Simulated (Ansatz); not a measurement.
# Geometry relaxation of W5C (part 1 of 2)

The run: geometry relaxation of W5C (slab, 6 atoms in the cell). Method and program: DFT PBEsol, scalar-relativistic, plane waves, PAW, no spin polarisation (Ansatz 0.2.0).

The structure derives from an entry of the Crystallography Open Database. The input holds or restrains some coordinates. Forces given for the steps count only the free coordinates. It belongs to a series of runs on one base structure; here: C put at a bridge W-W site. Figures and captions count atoms from 1; the log counts them from 0 in places.

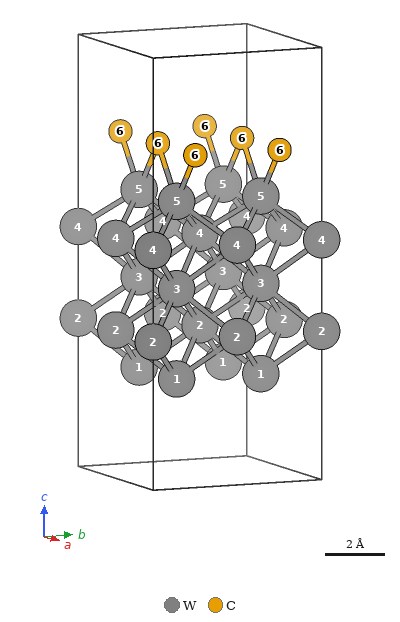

The starting structure (ball-and-stick view of the 2 × 2 repeat of the cell, with the vacuum cut short, seen slightly off an axis; atoms are numbered from 1 in the order of the input). An atom can appear more than once, as a periodic image.

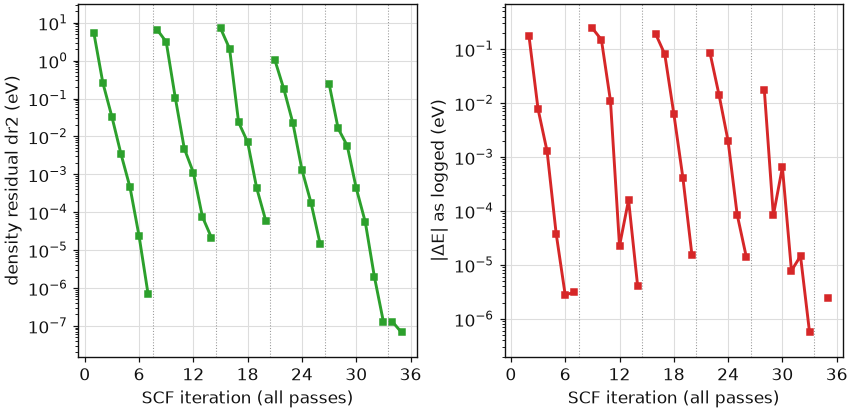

Convergence of the self-consistent field: density residual dr2 and size of the energy change against the SCF iteration. The dotted lines part the SCF passes of the relaxation: geometry steps, rejected trials and re-solves on a re-selected basis. The 6 passes take 2 to 7 iterations each, 35 in all.

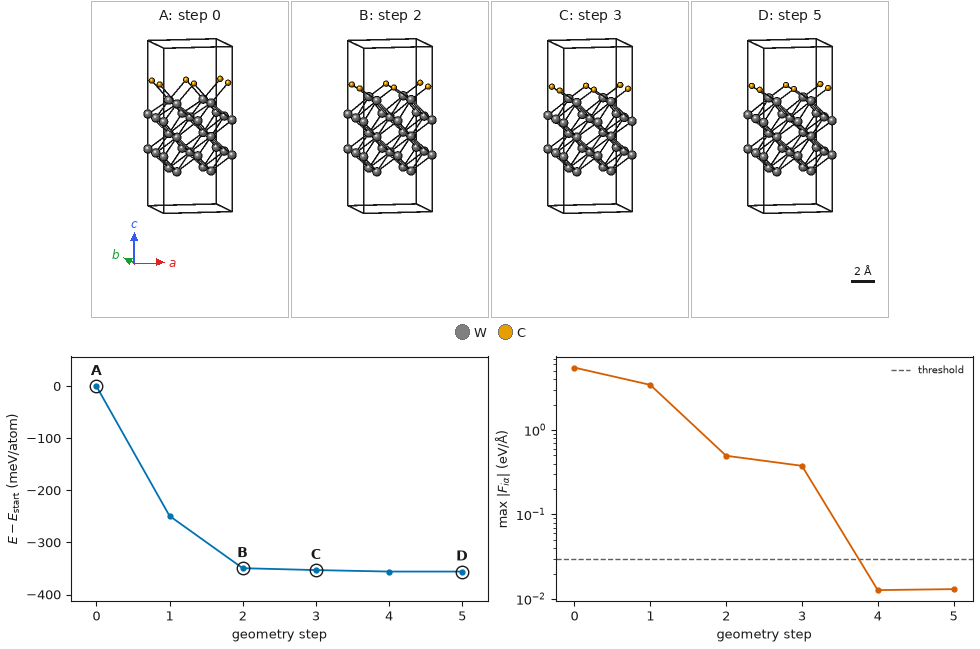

Frames of the restrained relaxation (ball-and-stick view of the 2 × 2 repeat of the cell, with the vacuum cut short, seen slightly off an axis) above the curves, on which the letters mark them (the first geometry is step 0 here and step 1 in the log).

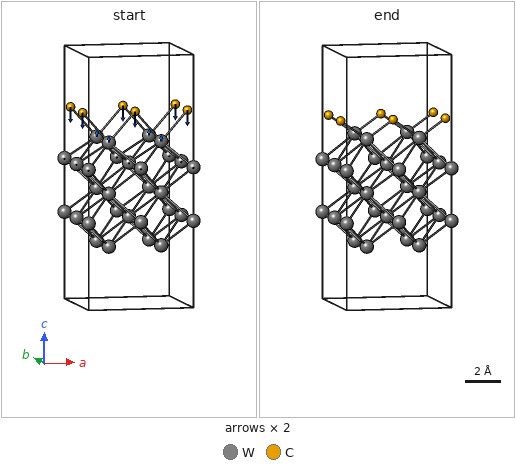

Before (left) and after (right) the restrained relaxation, at one scale (ball-and-stick view of the 2 × 2 repeat of the cell, with the vacuum cut short, seen slightly off an axis). The blue arrows give the displacements, magnified 2 times. Over 5 geometry steps the energy falls by 356 meV per atom. Largest force component: 5.5 eV/Å at the start, 0.013 eV/Å at the end. C6 moves most: 0.48 Å. By element the largest moves are C 0.48 Å, W 0.20 Å. The cell doesn't change. Distances before and after: W5–C6 2.393 → 1.935 Å, W4–W5 2.632 → 2.782 Å, W3–W4 2.759 → 2.703 Å, W2–W3 2.712 → 2.730 Å. Among the angles that change: C6–W5–C6 82.5° → 109.2°, W5–C6–W5 82.5° → 109.2°, W4–W5–W4 115.9° → 106.6°. (Atoms are counted from 1 in the order of the input.)

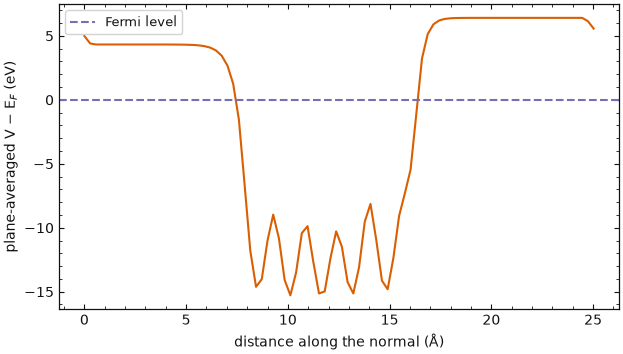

Plane average of the electrostatic potential energy of an electron across the cell, from the Fermi level. The vacuum level lies 6.41 eV above the Fermi level on the upper side and 4.33 eV on the lower.

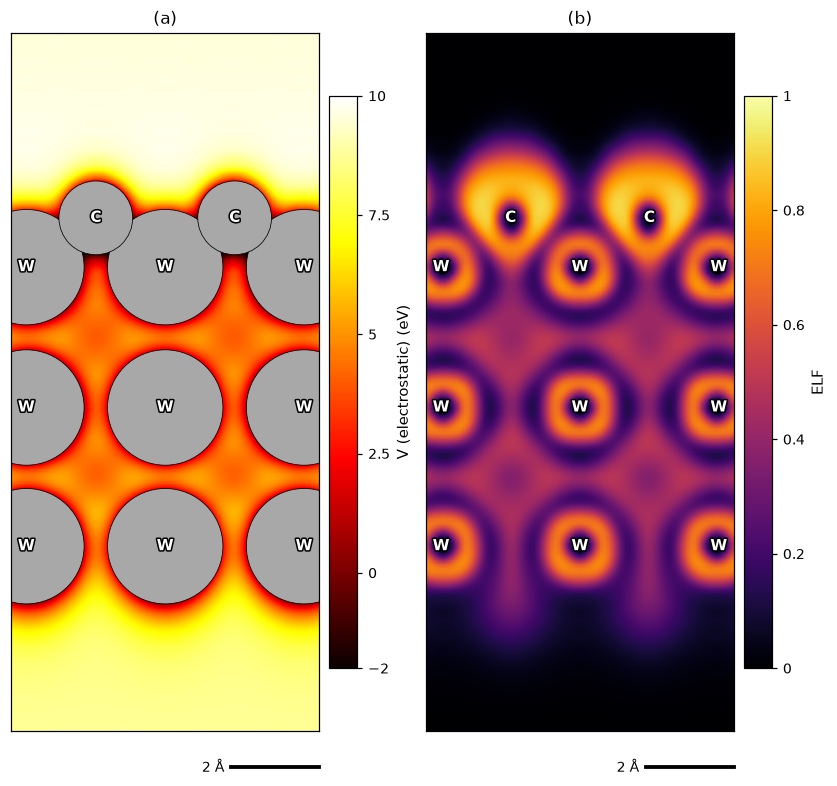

(a) electrostatic potential energy of an electron; (b) ELF on the (010) plane of the calculation cell, a cut from vacuum to vacuum. Grey discs, where drawn, cover atomic cores. W–C (1.93 Å): the ELF is about 0.40 at the midpoint. The strong features right at W lie inside the PAW spheres (semicore, d or f shells) and say nothing about bonding. The fields are those of the smooth PAW valence density.

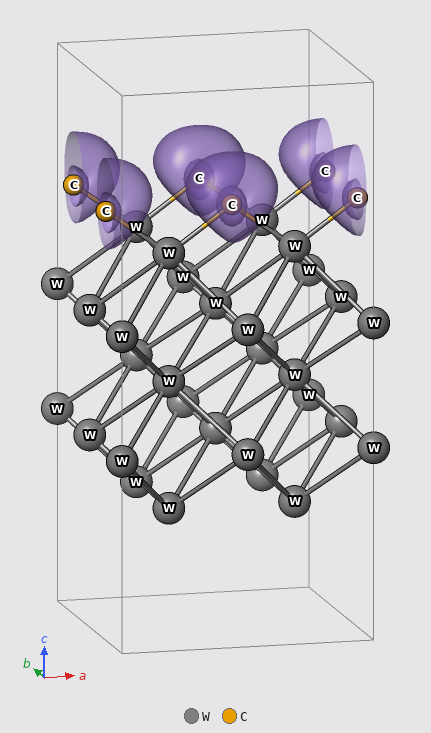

Isosurface of the ELF at 0.65 (purple), seen slightly off an axis. Only the valence region is drawn (cores and ρ < 0.01 e/Å³ removed). Sticks mark near contacts. Values along the shortest contacts: W–C (1.93 Å): the ELF is about 0.40 at the midpoint. W–W (2.70 Å): the ELF is about 0.40 at the midpoint (no shared electron pair).

These pictures come from the run below.

Input
```yaml
crystal:
  lattice:
    - [3.1543602768, 0.0, 0.0]
    - [0.0, 3.1543602768, 0.0]
    - [0.0, 0.0, 25.3087205537]
  atoms:
    - { symbol: W, position: [0.5, 0.5, 0.3358526158] }
    - { symbol: W, position: [0.0, 0.0, 0.3981702717] }
    - { symbol: W, position: [0.5, 0.5, 0.4591284181] }
    - { symbol: W, position: [0.0, 0.0, 0.5233039978] }
    - { symbol: W, position: [0.5, 0.5, 0.5784891153] }
    - { symbol: C, position: [0.0, 0.5, 0.6496108457] }
basis:
  ecutwfc: 420
kpoints:
  mp_grid: { grid: [9, 9, 1] }
hamiltonian:
  xc: pbesol
scf:
  occupations: { method: gaussian, width: 0.1 }
output:
  forces: true
  eigenvalues: true
  write_density: true
  write_potential: true
  elf: true
  volumetric_format: npy
relax:
  adjacent_minimum: "off"
  f_tol: 0.03
  max_steps: 70
  constraints: [{ sites: [0, 1] }]
efield:
  axis: 3
  dipole_correction: true
  ramp_width: 0.04
```

Command:
```bash
ansatz run input.yaml --threads 2 --pin off --max-ram 5120MiB --backend cpu --events-out ev --progress --plain --runs-dir out
```

What the program printed
```
Engine: ansatz 0.2.0, x86_64-unknown-linux-gnu
Pseudopotentials: kind: paw
Pseudopotential: W, paw, valence charge 14, recommended cutoff 420 eV (normal), W.paw.azcp
Pseudopotential: C, paw, valence charge 4, recommended cutoff 420 eV (normal), C.paw.azcp
Functional definition: PBEsol
  exchange = pbesol_x
  correlation = pbesol_c
Crystal: 6 atoms, lattice volume = 251.821 Å³
Basis set: ecut = 420 eV, 4957 PW (Γ), exchange–correlation on 48×48×360 points (8 copies of the dense FFT grid, shifted against one another)
Bands: 45, of which v1, the nominal top of the filled ones, is band 37 counted from 1 (36 counted from 0)
Symmetry: 4 space group operations
Space group: Pmm2 (ITA 25), of the structure as read, at distance tolerance 6.3e-5 Å
k-points: 25 of 81
Non-local potential: W, projectors of the file, l = 0: 3, l = 1: 2, l = 2: 2, l = 3: 1
Non-local potential: C, projectors of the file, l = 0: 2, l = 1: 2, l = 2: 1
PAW form: soft (Blöchl's): semilocal exchange-correlation on the pseudo side does not see the compensation charge
PAW frozen core: W, regenerated for the run's functional, and the local potential with it (the file was generated under x = pbe(κ = 0.804, μ = 0.2195149727645171), c = pbe(β = 0.06672455060314922))
PAW frozen core: C, regenerated for the run's functional, and the local potential with it (the file was generated under x = pbe(κ = 0.804, μ = 0.2195149727645171), c = pbe(β = 0.06672455060314922))
PAW one-centre angular grid: W, 590 points (default); XC on 64 Gauss nodes
PAW one-centre angular grid: C, 110 points (default); XC on 64 Gauss nodes
Initial density: superposition of atomic densities (neutral atoms: chi_scale 0, normalization atom), corrected by the library's trained network
Initial wavefunctions: pseudopotential atomic-orbital guess
Functional: x = pbesol(κ = 0.804, μ = 0.12345679012345678), c = pbesol(β = 0.046)
SCF iter   1: F=—  HF=-51520.589127 eV  |F-HF|=—  |Δ(HF+E_count)|=         —  Δρ=1.63e-2  dr2=5.46e0  ethr=1.77e-3  p=-0.161 e·Å  D=-1.16e-1 V/Å  ΔV_dip=2.93 eV  dr2_dipole=1.97e0  V_vac-E_F(+/−)=7.29/4.35 eV  ⟨swp⟩=9.0  Hψ=5619  notcnv=0
efield: sawtooth ramp at fractional position 0.9727 (placed from the atoms, in the widest stretch of the axis that holds none; the zero of the levels goes with the place), width 0.0400; the density the first Hamiltonian is built on has a dipole p = -0.161 e·Å; the dipole correction subtracts the counter field D = -1.16e-1 V/Å, which shifts the + side's vacuum level by +2.93 eV against the − side's; the planar-averaged density in the ramp window peaks in size at 1.7e-5 e/Å³
preconditioner: auto → LDOS  [metal: Δε(μ)=0.017 eV  Ē_g=4.723 eV  σ=0.100 eV  W_gap=0.10  n_scr=44 (ndim 8)  ℏωp=13.6 eV  f_vac=0.561  D(μ)=7.04/eV (n_scr^D=54)  β→1.0]
SCF iter   2: F=—  HF=-51520.416276 eV  |F-HF|=—  |Δ(HF+E_count)|=   1.73e-1  Δρ=5.16e-3  dr2=2.59e-1  ethr=1.77e-3  p=-0.116 e·Å  D=-8.36e-2 V/Å  ΔV_dip=2.12 eV  dr2_dipole=8.39e-2  V_vac-E_F(+/−)=6.55/4.43 eV  ⟨swp⟩=2.2  Hψ=1504  notcnv=0  defer=41
SCF iter   3: F=—  HF=-51520.408554 eV  |F-HF|=—  |Δ(HF+E_count)|=   7.72e-3  Δρ=1.88e-3  dr2=3.29e-2  ethr=3.50e-4  p=-0.123 e·Å  D=-8.84e-2 V/Å  ΔV_dip=2.24 eV  dr2_dipole=5.76e-4  V_vac-E_F(+/−)=6.64/4.40 eV  ⟨swp⟩=2.1  Hψ=1563  notcnv=0  defer=47
SCF iter   4: F=—  HF=-51520.407283 eV  |F-HF|=—  |Δ(HF+E_count)|=   1.27e-3  Δρ=5.13e-4  dr2=3.45e-3  ethr=4.44e-5  p=-0.122 e·Å  D=-8.77e-2 V/Å  ΔV_dip=2.22 eV  dr2_dipole=7.36e-4  V_vac-E_F(+/−)=6.63/4.41 eV  ⟨swp⟩=2.0  Hψ=1415  notcnv=0  defer=46
SCF iter   5: F=—  HF=-51520.407321 eV  |F-HF|=—  |Δ(HF+E_count)|=   3.80e-5  Δρ=2.24e-4  dr2=4.53e-4  ethr=4.66e-6  p=-0.122 e·Å  D=-8.79e-2 V/Å  ΔV_dip=2.23 eV  dr2_dipole=2.03e-5  V_vac-E_F(+/−)=6.63/4.40 eV  ⟨swp⟩=2.0  Hψ=1511  notcnv=0  defer=44
SCF iter   6: F=—  HF=-51520.407323 eV  |F-HF|=—  |Δ(HF+E_count)|=   2.77e-6  Δρ=5.07e-5  dr2=2.35e-5  ethr=6.12e-7  p=-0.122 e·Å  D=-8.80e-2 V/Å  ΔV_dip=2.23 eV  dr2_dipole=1.51e-7  V_vac-E_F(+/−)=6.63/4.40 eV  ⟨swp⟩=2.0  Hψ=1392  notcnv=0  defer=44
SCF iter   7: F=-51520.407327 eV  HF=-51520.407327 eV  |F-HF|=5.74e-7  |Δ(HF+E_count)|=   3.13e-6  Δρ=1.15e-5  dr2=6.79e-7  ethr=3.04e-8  p=-0.122 e·Å  D=-8.80e-2 V/Å  ΔV_dip=2.23 eV  dr2_dipole=2.10e-8  V_vac-E_F(+/−)=6.63/4.40 eV  ⟨swp⟩=24.4  Hψ=12695  notcnv=0
SCF 1 converged in 7 iterations: F = -51520.407327 eV  dr2 = 6.79e-7
  Residual-converged pass: ⟨swp⟩=1.0  Hψ=1226  notcnv=0  max |occ|·‖R‖ = 7.1e-9 eV (tolerance 1.0e-8 eV)  dr2=6.79e-7  dr2_onsite=2.66e-9  max |Δocc| = 3.0e-10
  greatest PAW one-centre occupation: 1.000 electrons in one spin orbital (limit 2), on the W atom at site 1 (counted from 0), in its partial waves of l = 0
relax step   1: F+E_penalty+E_count = -51520.40732717 eV  Δ(F+E_penalty+E_count) = +0.000e0 eV  max|allowed force component| = 5.476e0 eV/Å  Δτ_max = 0.0000 Å  (7 SCF iters, dr2 threshold 2.25e-5 eV, accepted)
Initial density: handed on by an earlier stage of this run
Initial wavefunctions: those handed on with the density
SCF iter   1: F=—  HF=-51522.306896 eV  |F-HF|=—  |Δ(HF+E_count)|=         —  Δρ=2.33e-2  dr2=6.55e0  ethr=3.10e-3  p=-0.122 e·Å  D=-8.80e-2 V/Å  ΔV_dip=2.23 eV  dr2_dipole=1.80e0  V_vac-E_F(+/−)=6.72/4.50 eV  ⟨swp⟩=6.2  Hψ=3211  notcnv=0  defer=16
efield: sawtooth ramp at fractional position 0.9727 (handed on by an earlier solve), width 0.0400; the density the first Hamiltonian is built on has a dipole p = -0.122 e·Å; the dipole correction subtracts the counter field D = -8.80e-2 V/Å, which shifts the + side's vacuum level by +2.23 eV against the − side's; the planar-averaged density in the ramp window peaks in size at 2.6e-6 e/Å³
preconditioner: auto → LDOS  [metal: Δε(μ)=0.026 eV  Ē_g=4.814 eV  σ=0.100 eV  W_gap=0.15  n_scr=44 (ndim 8)  ℏωp=13.6 eV  f_vac=0.564  D(μ)=5.44/eV (n_scr^D=14)  β→1.0]
SCF iter   2: F=—  HF=-51522.062433 eV  |F-HF|=—  |Δ(HF+E_count)|=   2.44e-1  Δρ=1.49e-2  dr2=3.13e0  ethr=3.10e-3  p=-0.151 e·Å  D=-1.09e-1 V/Å  ΔV_dip=2.75 eV  dr2_dipole=9.89e-1  V_vac-E_F(+/−)=7.03/4.28 eV  ⟨swp⟩=2.5  Hψ=1935  notcnv=0  defer=40
SCF iter   3: F=—  HF=-51521.913177 eV  |F-HF|=—  |Δ(HF+E_count)|=   1.49e-1  Δρ=2.99e-3  dr2=1.06e-1  ethr=3.10e-3  p=-0.130 e·Å  D=-9.38e-2 V/Å  ΔV_dip=2.37 eV  dr2_dipole=3.60e-2  V_vac-E_F(+/−)=6.74/4.37 eV  ⟨swp⟩=2.0  Hψ=1629  notcnv=0  defer=37
SCF iter   4: F=—  HF=-51521.902146 eV  |F-HF|=—  |Δ(HF+E_count)|=   1.10e-2  Δρ=5.96e-4  dr2=4.75e-3  ethr=1.43e-4  p=-0.131 e·Å  D=-9.44e-2 V/Å  ΔV_dip=2.39 eV  dr2_dipole=1.01e-3  V_vac-E_F(+/−)=6.74/4.35 eV  ⟨swp⟩=2.4  Hψ=1744  notcnv=0  defer=40
SCF iter   5: F=—  HF=-51521.902124 eV  |F-HF|=—  |Δ(HF+E_count)|=   2.24e-5  Δρ=4.32e-4  dr2=1.11e-3  ethr=6.42e-6  p=-0.129 e·Å  D=-9.29e-2 V/Å  ΔV_dip=2.35 eV  dr2_dipole=9.97e-6  V_vac-E_F(+/−)=6.68/4.33 eV  ⟨swp⟩=2.6  Hψ=1737  notcnv=0  defer=40
SCF iter   6: F=—  HF=-51521.901964 eV  |F-HF|=—  |Δ(HF+E_count)|=   1.60e-4  Δρ=7.88e-5  dr2=7.56e-5  ethr=1.50e-6  p=-0.129 e·Å  D=-9.26e-2 V/Å  ΔV_dip=2.34 eV  dr2_dipole=2.53e-5  V_vac-E_F(+/−)=6.68/4.33 eV  ⟨swp⟩=2.8  Hψ=1873  notcnv=0  defer=40
SCF iter   7: F=-51521.901953 eV  HF=-51521.901968 eV  |F-HF|=1.53e-5  |Δ(HF+E_count)|=   4.11e-6  Δρ=5.14e-5  dr2=2.12e-5  ethr=1.02e-7  p=-0.128 e·Å  D=-9.23e-2 V/Å  ΔV_dip=2.34 eV  dr2_dipole=9.71e-9  V_vac-E_F(+/−)=6.67/4.33 eV  ⟨swp⟩=25.7  Hψ=13968  notcnv=0
SCF 2 converged in 7 iterations: F = -51521.901953 eV  dr2 = 2.12e-5
  greatest PAW one-centre occupation: 1.000 electrons in one spin orbital (limit 2), on the W atom at site 4 (counted from 0), in its partial waves of l = 0
relax step   2: F+E_penalty+E_count = -51521.90195261 eV  Δ(F+E_penalty+E_count) = -1.495e0 eV  max|allowed force component| = 3.422e0 eV/Å  Δτ_max = 0.1950 Å  (7 SCF iters, dr2 threshold 1.00e-4 eV, accepted)
SCF iter   1: F=—  HF=-51522.781597 eV  |F-HF|=—  |Δ(HF+E_count)|=         —  Δρ=1.97e-2  dr2=7.18e0  ethr=3.10e-3  p=-0.128 e·Å  D=-9.23e-2 V/Å  ΔV_dip=2.34 eV  dr2_dipole=2.82e0  V_vac-E_F(+/−)=6.77/4.44 eV  ⟨swp⟩=6.4  Hψ=3075  notcnv=0  defer=15
efield: sawtooth ramp at fractional position 0.9727 (handed on by an earlier solve), width 0.0400; the density the first Hamiltonian is built on has a dipole p = -0.128 e·Å; the dipole correction subtracts the counter field D = -9.23e-2 V/Å, which shifts the + side's vacuum level by +2.34 eV against the − side's; the planar-averaged density in the ramp window peaks in size at 1.3e-6 e/Å³
preconditioner: auto → LDOS  [metal: Δε(μ)=0.006 eV  Ē_g=4.942 eV  σ=0.100 eV  W_gap=0.03  n_scr=44 (ndim 8)  ℏωp=13.6 eV  f_vac=0.570  D(μ)=4.96/eV (n_scr^D=14)  β→1.0]
SCF iter   2: F=—  HF=-51522.591247 eV  |F-HF|=—  |Δ(HF+E_count)|=   1.90e-1  Δρ=1.14e-2  dr2=2.07e0  ethr=3.10e-3  p=-0.138 e·Å  D=-9.92e-2 V/Å  ΔV_dip=2.51 eV  dr2_dipole=8.21e-1  V_vac-E_F(+/−)=6.74/4.23 eV  ⟨swp⟩=2.1  Hψ=1907  notcnv=0  defer=37
SCF iter   3: F=—  HF=-51522.510791 eV  |F-HF|=—  |Δ(HF+E_count)|=   8.05e-2  Δρ=2.16e-3  dr2=2.35e-2  ethr=2.80e-3  p=-0.125 e·Å  D=-9.02e-2 V/Å  ΔV_dip=2.28 eV  dr2_dipole=5.06e-4  V_vac-E_F(+/−)=6.59/4.31 eV  ⟨swp⟩=2.0  Hψ=1650  notcnv=0  defer=39
SCF iter   4: F=—  HF=-51522.504446 eV  |F-HF|=—  |Δ(HF+E_count)|=   6.35e-3  Δρ=9.57e-4  dr2=7.04e-3  ethr=3.18e-5  p=-0.122 e·Å  D=-8.79e-2 V/Å  ΔV_dip=2.23 eV  dr2_dipole=8.89e-4  V_vac-E_F(+/−)=6.53/4.30 eV  ⟨swp⟩=3.0  Hψ=2121  notcnv=0  defer=42
SCF iter   5: F=—  HF=-51522.504029 eV  |F-HF|=—  |Δ(HF+E_count)|=   4.16e-4  Δρ=2.97e-4  dr2=4.31e-4  ethr=9.51e-6  p=-0.119 e·Å  D=-8.57e-2 V/Å  ΔV_dip=2.17 eV  dr2_dipole=1.24e-5  V_vac-E_F(+/−)=6.47/4.30 eV  ⟨swp⟩=2.0  Hψ=1404  notcnv=0  defer=42
SCF iter   6: F=-51522.503969 eV  HF=-51522.504014 eV  |F-HF|=4.47e-5  |Δ(HF+E_count)|=   1.54e-5  Δρ=8.56e-5  dr2=5.97e-5  ethr=1.35e-7  p=-0.118 e·Å  D=-8.48e-2 V/Å  ΔV_dip=2.15 eV  dr2_dipole=2.26e-6  V_vac-E_F(+/−)=6.45/4.30 eV  ⟨swp⟩=23.8  Hψ=13792  notcnv=0
SCF 3 converged in 6 iterations: F = -51522.503969 eV  dr2 = 5.97e-5
```
